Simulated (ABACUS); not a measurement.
## Band-structure run of I (part 1 of 2)

The run: band-structure run of I (Fmmm, 1 atom in the cell). Method and program: Kohn-Sham DFT of a periodic cell, MS2, SG15 ONCV 1.2 PBE, no spin polarisation (ABACUS 3.10.1).

The structure derives from a Materials Project entry.

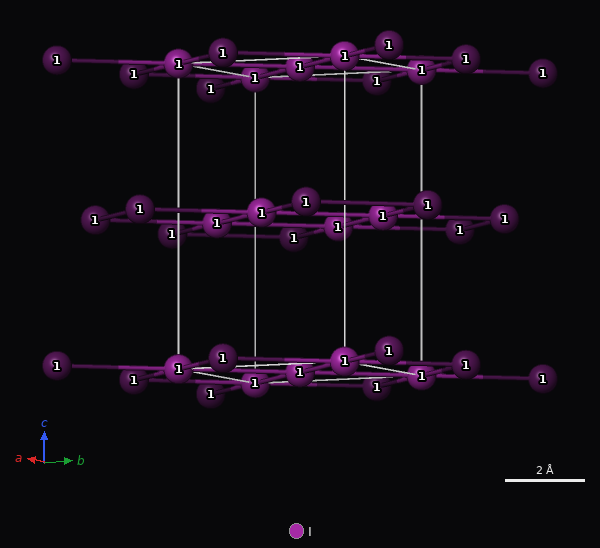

Figure 1. The structure as given in the input (ball-and-stick view of the cell 4 times as large as that of the calculation, set on its symmetry axes, seen at an oblique angle; neighbours outside the cell are drawn fainter; atoms are numbered from 1 in the order of the input). Near neighbours in the crystal (not all of them lie inside the picture): I has 4 I at 3.23 Å.

## Input file
```
INPUT_PARAMETERS
suffix              I
calculation         scf
basis_type          pw
pseudo_dir          ./
symmetry            1
dft_functional      MGGA_X_MS2+GGA_C_REGTPSS
ecutwfc             82
pseudo_rcut         10
nspin               1
nbands              19
ks_solver           dav
smearing_method     fd
smearing_sigma      0.00367493
scf_thr             1e-08
scf_nmax            100
mixing_type         broyden
mixing_beta         0.7
cal_force           1
cal_stress          1
mixing_tau          1
out_chg             1
kpar                4
```

## File STRU
```
ATOMIC_SPECIES
I 126.9045 I_ONCV_PBE-1.2.upf

LATTICE_CONSTANT
1.8897261246

LATTICE_VECTORS
0.0000000000 2.3656004428 3.9098401324
2.1922454667 0.0000000000 3.9098401324
2.1922454667 2.3656004428 0.0000000000

ATOMIC_POSITIONS
Direct

I
0.0
1
0.0000000000 0.0000000000 0.0000000000 1 1 1
```

## File KPT
```
K_POINTS
0
Gamma
6 6 6 0 0 0
```

Run on 4 threads of Intel Xeon (Granite Rapids), 16 GiB of memory available, shared host.

Launch command:
```bash
OMP_NUM_THREADS=1 mpirun -np 4 abacus > log
```

## What the program printed
```
ABACUS v3.10.1

               Atomic-orbital Based Ab-initio Computation at UStc

 ------------------------------------------------------------------------------------

 READING GENERAL INFORMATION
                           global_out_dir = OUT.I/
                           global_in_card = INPUT
                               pseudo_dir = ./
                              orbital_dir =
                                    DSIZE = 4
                                    GSIZE = 1

 READING UNITCELL INFORMATION
                                    ntype = 1
                  lattice constant (Bohr) = 1.88973
              lattice constant (Angstrom) = 1

 READING ATOM TYPE 1
                               atom label = I
                      L=0, number of zeta = 1
                      L=1, number of zeta = 1
                      L=2, number of zeta = 1
             number of atom for this type = 1

                        TOTAL ATOM NUMBER = 1
DIRECT COORDINATES
    atom                   x                   y                   z     mag                  vx                  vy                  vz
taud_I1            0.0000000000        0.0000000000        0.0000000000  0.0000        0.0000000000        0.0000000000        0.0000000000

                          Volume (Bohr^3) = 273.663
                             Volume (A^3) = 40.5526

 Lattice vectors: (Cartesian coordinate: in unit of a_0)
                   +0             +2.3656            +3.90984
             +2.19225                  +0            +3.90984
             +2.19225             +2.3656                  +0
 Reciprocal vectors: (Cartesian coordinate: in unit of 2 pi/a_0)
            -0.228077           +0.211363           +0.127882
            +0.228077           -0.211363           +0.127882
            +0.228077           +0.211363           -0.127882
 The esolver type has been set to : ksdft_pw

                PAO radial cut off (Bohr) = 10

 Read in pseudopotential file is I_ONCV_PBE-1.2.upf
                     pseudopotential type = NC
          exchange-correlation functional = PBE
                 nonlocal core correction = 0
                        valence electrons = 17
                                     lmax = 2
                           number of zeta = 0
                     number of projectors = 6
                           L of projector = 0
                           L of projector = 0
                           L of projector = 1
                           L of projector = 1
                           L of projector = 2
                           L of projector = 2
 XC functional updated to : MGGA_X_MS2+GGA_C_REGTPSS
          exchange-correlation functional = MGGA_X_MS2+GGA_C_REGTPSS
     initial pseudo atomic orbital number = 0

 SETUP THE ELECTRONS NUMBER
             electron number of element I = 17
       total electron number of element I = 17
            AUTOSET number of electrons:  = 17
                           occupied bands = 9
                                   NBANDS = 19
                                   NLOCAL = 9

%%%%%%%%%%%%%%%%%%%%%%%%%%%%%%%%%%%%%%%%%%%%%%%%%%%%%%%%%%%%%%%%%%%%%%%%%%%%%%%%%%%%%%%%%%%%%%%%%%%%%%%%%%
 Warning: the number of valence electrons in pseudopotential > 7 for I: [Kr] 4d10 5s2 5p5
 Pseudopotentials with additional electrons can yield (more) accurate outcomes, but may be less efficient.
 If you're confident that your chosen pseudopotential is appropriate, you can safely ignore this warning.
%%%%%%%%%%%%%%%%%%%%%%%%%%%%%%%%%%%%%%%%%%%%%%%%%%%%%%%%%%%%%%%%%%%%%%%%%%%%%%%%%%%%%%%%%%%%%%%%%%%%%%%%%%

 SETUP THE PLANE WAVE BASIS
 energy cutoff for charge/potential (unit:Ry) = 328
            fft grid for charge/potential = [ 50, 50, 36 ]
                        fft grid division = [ 1, 1, 1 ]
        big fft grid for charge/potential = [ 50, 50, 36 ]
                                     nbxx = 90000
                                     nrxx = 90000

 SETUP PLANE WAVES FOR CHARGE/POTENTIAL
                    number of plane waves = 27469
                         number of sticks = 1271

 PARALLEL PW FOR CHARGE/POTENTIAL
     PROC   COLUMNS(POT)             PW
        1           1271          27469
 --------------- sum -------------------
        1           1271          27469
                            number of |g| = 3712
                                  max |g| = 29.6594
                                  min |g| = 0

----------- Double Check Mixing Parameters Begin ------------
mixing_type: broyden
mixing_beta: 0.7
mixing_gg0: 1
mixing_gg0_min: 0.1
mixing_ndim: 8
----------- Double Check Mixing Parameters End ------------

 LATTICE VECTORS: (CARTESIAN COORDINATE: IN UNIT OF A0)
                   +0             +2.3656            +3.90984
             +2.19225                  +0            +3.90984
             +2.19225             +2.3656                  +0
                       right hand lattice = 1
                                   NORM_A = 4.56978
                                   NORM_B = 4.4825
                                   NORM_C = 3.22521
                           ALPHA (DEGREE) = 70.5837
                           BETA  (DEGREE) = 67.6855
                           GAMMA (DEGREE) = 41.7308

 The lattice vectors have been changed (STRU_SIMPLE.cif)

(for optimal symmetric configuration:)
                             BRAVAIS TYPE = 10
                     BRAVAIS LATTICE NAME = 10. Orthorhombic F (face-centered)
                                    ibrav = 10
                                    IBRAV = 10
                                  BRAVAIS = FACE CENTERED ORTHORHOMBIC CELL
                       LATTICE CONSTANT A = 4.38449
                                B/A RATIO = 1.07908
                                C/A RATIO = 1.78349
Original cell was already a primitive cell.
                        ROTATION MATRICES = 8
              PURE POINT GROUP OPERATIONS = 8
                   SPACE GROUP OPERATIONS = 8
                                       C2 = 3
                                       C3 = 0
                                       C4 = 0
                                       C6 = 0
                                       S1 = 3
                                       S3 = 0
                                       S4 = 0
                                       S6 = 0
                              POINT GROUP = D_2h
                                       C2 = 3
                                       C3 = 0
                                       C4 = 0
                                       C6 = 0
                                       S1 = 3
                                       S3 = 0
                                       S4 = 0
                                       S6 = 0
               POINT GROUP IN SPACE GROUP = D_2h

 SETUP K-POINTS
                                    nspin = 1
                   Input type of k points = Monkhorst-Pack(Gamma)
                                   nkstot = 216
                       right hand lattice = 1
(for reciprocal lattice: )
                             BRAVAIS TYPE = 9
                     BRAVAIS LATTICE NAME = 09. Orthorhombic I (body-centered)
                                    ibrav = 9
                       right hand lattice = 1
(for k-lattice: )
                             BRAVAIS TYPE = 9
                     BRAVAIS LATTICE NAME = 09. Orthorhombic I (body-centered)
                                    ibrav = 9
                       right hand lattice = 1
                        ROTATION MATRICES = 8
                               nkstot_ibz = 46
K-POINTS REDUCTION ACCORDING TO SYMMETRY
     IBZ    DIRECT_X    DIRECT_Y    DIRECT_Z  WEIGHT  ibz2bz
       1  0.00000000  0.00000000  0.00000000  0.0046       0
       2  0.16666667  0.16666667  0.16666667  0.0370       1
       3  0.33333333  0.33333333  0.33333333  0.0370       2
       4  0.50000000  0.50000000  0.50000000  0.0185       3
       5  0.16666667  0.16666667  0.00000000  0.0093       7
       6  0.33333333  0.33333333  0.16666667  0.0370       8
       7  0.50000000  0.50000000  0.33333333  0.0370       9
       8  0.33333333  0.33333333  0.50000000  0.0370      10
       9  0.16666667  0.16666667  0.33333333  0.0185      11
      10  0.33333333  0.33333333  0.00000000  0.0093      14
      11  0.50000000  0.50000000  0.16666667  0.0370      15
      12  0.33333333  0.33333333 -0.33333333  0.0185      16
      13  0.50000000  0.50000000  0.00000000  0.0046      21
      14  0.16666667  0.00000000  0.16666667  0.0093      37
      15  0.33333333  0.16666667  0.33333333  0.0370      38
      16  0.50000000  0.33333333  0.50000000  0.0370      39
      17  0.33333333  0.50000000  0.33333333  0.0370      40
      18  0.16666667  0.33333333  0.16666667  0.0185      41
      19  0.00000000  0.16666667  0.16666667  0.0093      42
      20  0.33333333  0.16666667  0.16666667  0.0185      44
      21  0.50000000  0.33333333  0.33333333  0.0370      45
      22  0.33333333  0.50000000  0.50000000  0.0370      46
      23  0.16666667  0.33333333  0.33333333  0.0370      47
      24  0.50000000  0.33333333  0.16666667  0.0185      51
      25  0.33333333  0.50000000 -0.33333333  0.0370      52
      26  0.16666667  0.33333333  0.50000000  0.0185      53
      27  0.33333333  0.50000000  0.16666667  0.0185      56
      28  0.33333333  0.50000000 -0.16666667  0.0093      58
      29  0.50000000  0.33333333 -0.33333333  0.0370      62
      30  0.50000000  0.33333333 -0.16666667  0.0093      63
[... 16 further k points ...]

                               nkstot now = 46
[... K-POINTS DIRECT COORDINATES: 46 rows ...]

           k-point number in this process = 12
       minimum distributed K point number = 11
[... stars of the k points ...]

[... K-POINTS CARTESIAN COORDINATES: 12 rows ...]

[... K-POINTS DIRECT COORDINATES: 12 rows ...]

 SETUP PLANE WAVES FOR WAVE FUNCTIONS
     energy cutoff for wavefunc (unit:Ry) = 82
              fft grid for wave functions = [ 50, 50, 36 ]
                    number of plane waves = 4103
                         number of sticks = 357

 PARALLEL PW FOR WAVE FUNCTIONS
     PROC   COLUMNS(POT)             PW
        1            357           4103
 --------------- sum -------------------
        1            357           4103

 SETUP NONLOCAL PSEUDOPOTENTIALS IN PLANE WAVE BASIS
 I non-local projectors:
 projector 1 L=0
 projector 2 L=0
 projector 3 L=1
 projector 4 L=1
 projector 5 L=2
 projector 6 L=2
      TOTAL NUMBER OF NONLOCAL PROJECTORS = 18

 Init Non-Local PseudoPotential table :
 Init Non-Local-Pseudopotential done.

                                     npwx = 3447

 -------------------------------------------
 SELF-CONSISTENT
 -------------------------------------------
                                 init_chg = atomic

 PW ALGORITHM --------------- ION=   1  ELEC=   1--------------------------------
 Notice: Threshold on eigenvalues was too large.
 hsover_error=0.17 > DRHO=0.0244248
 Origin diag ethr = 0.01
 New diag ethr = 0.000143675

 Density error is 0.0240799068179
                          Error Threshold = 0.000143675324117
----------------------------------------------------------
     Energy           Rydberg                 eV
----------------------------------------------------------
 E_KohnSham     -196.6660690525      -2675.7791423753
 E_Harris       -196.9440831983      -2679.5617188834
 E_Fermi        0.6079514632         8.2716040074
----------------------------------------------------------

 PW ALGORITHM --------------- ION=   1  ELEC=   2--------------------------------

 Density error is 0.00423050024225
                          Error Threshold = 0.000141646510694
----------------------------------------------------------
     Energy           Rydberg                 eV
----------------------------------------------------------
 E_KohnSham     -196.7949102244      -2677.5321164498
 E_Harris       -196.4242895296      -2672.4895632041
 E_Fermi        0.6202406029         8.4388063300
----------------------------------------------------------

 PW ALGORITHM --------------- ION=   1  ELEC=   3--------------------------------

 Density error is 0.000975370062527
                          Error Threshold = 2.48852955426e-05
```
